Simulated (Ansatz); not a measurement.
Structure (in its standard cell), coordinates from a relaxation with DFT PBEsol, scalar-relativistic, plane waves, PAW in Ansatz; the starting structure was generated, so it need not be a known form of this composition:

```cif
data_structure
_symmetry_space_group_name_H-M 'P6/mmm'
_symmetry_Int_Tables_number 191
_cell_length_a 4.5831
_cell_length_b 4.5831
_cell_length_c 2.7693
_cell_angle_alpha 90.000
_cell_angle_beta 90.000
_cell_angle_gamma 120.000
_cell_volume 50.38
loop_
_atom_site_label
_atom_site_type_symbol
_atom_site_symmetry_multiplicity
_atom_site_Wyckoff_symbol
_atom_site_fract_x
_atom_site_fract_y
_atom_site_fract_z
_atom_site_occupancy
Al1 Al 1 a 0.00000 0.00000 0.00000 1
Al2 Al 2 d 0.33333 0.66667 0.50000 1
```

Question: Predict the [210] zone-axis pattern (200 kV, kinematic, B = 0.5 Å²).

Answer: The spots form a rectangular net whose two shortest vectors correspond to d = 2.77 Å and 2.29 Å, 90.0° apart. They are 0 0 1 and 1 -2 0. The pattern has symmetry 2mm. No reflection of this zone is absent.

Strongest reflections with d > 0.80 Å, one of each family (|F|² from tabulated Gaussian fits of the electron scattering factors, times a small damping for the curvature of the Ewald sphere):

```tsv
hkl	d (Å)	I (strongest = 100)
1 -2 0	2.292	100
0 0 2	1.385	24
0 0 1	2.769	18
1 -2 2	1.185	15
2 -4 0	1.146	14
2 -4 2	0.883	6
```

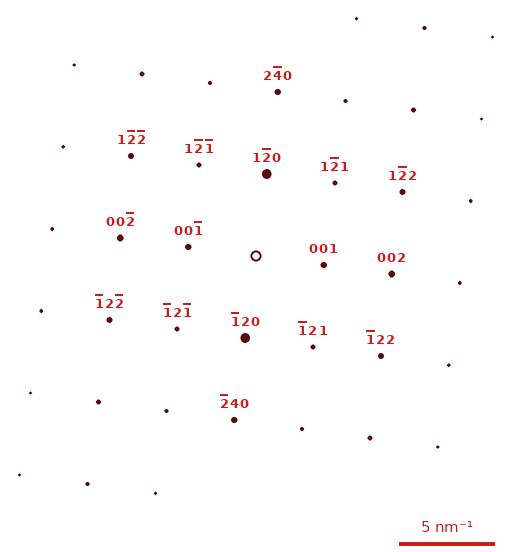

Calculated pattern, seen from the source side with [210] pointing towards the source.
